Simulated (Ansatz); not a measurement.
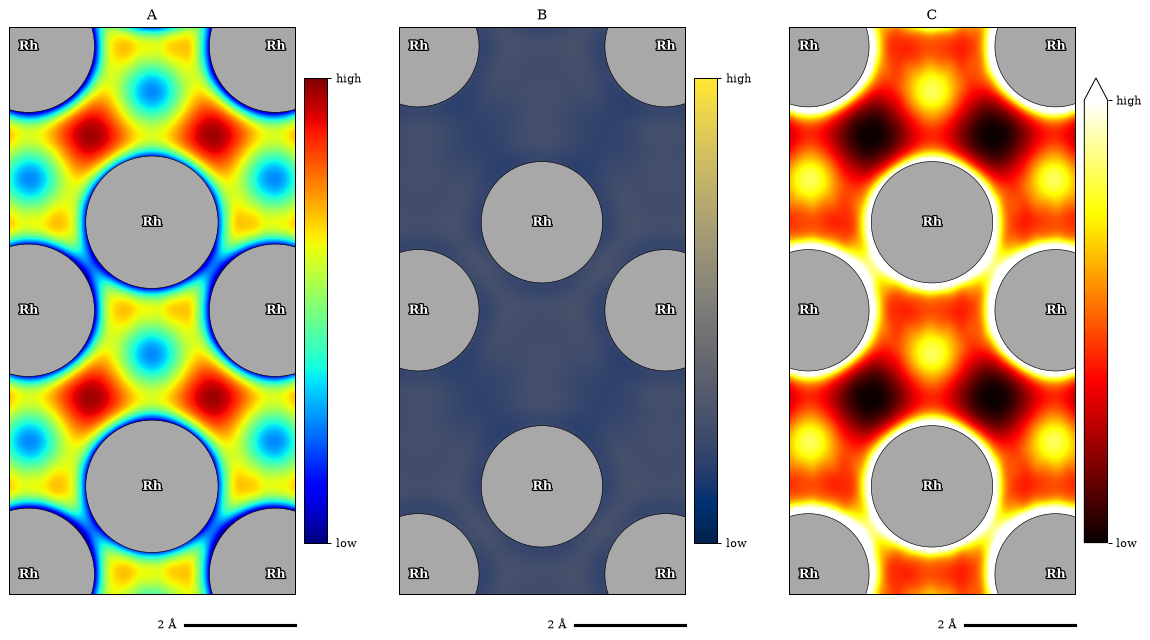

Rh: 3 fields on the (110) plane of the conventional cell, with unlabelled colour scales. Grey discs cover the atomic cores.

Space group P6₃/mmc; a structure from a database of computed crystals, not necessarily the ambient phase; computed pressure about −18 GPa in this cell.

All numbers below come from Ansatz 0.2.0, Kohn-Sham DFT of a periodic cell, r2SCAN, Ansatz PAW.

```yaml
crystal:
  lattice:
    - [2.76692, 0.00000, 0.00000]
    - [-1.38346, 2.39622, 0.00000]
    - [0.00000, 0.00000, 4.48677]
  atoms:
    - { symbol: Rh, position: [0.33333, 0.66667, 0.25000] }
    - { symbol: Rh, position: [0.66667, 0.33333, 0.75000] }
```

### Match the panels to the quantities (electron localisation function, electrostatic potential energy of an electron and valence pseudo-density).

Panel A: electrostatic potential energy of an electron (low next to the atoms, rising into the space between them). Panel B: electron localisation function. Panel C: valence pseudo-density. From the grid: Rh–Rh (2.75 Å): ρ is about 0.33 e/Å³ halfway; the ELF is about 0.25 at the midpoint; no localised pair shows between them.
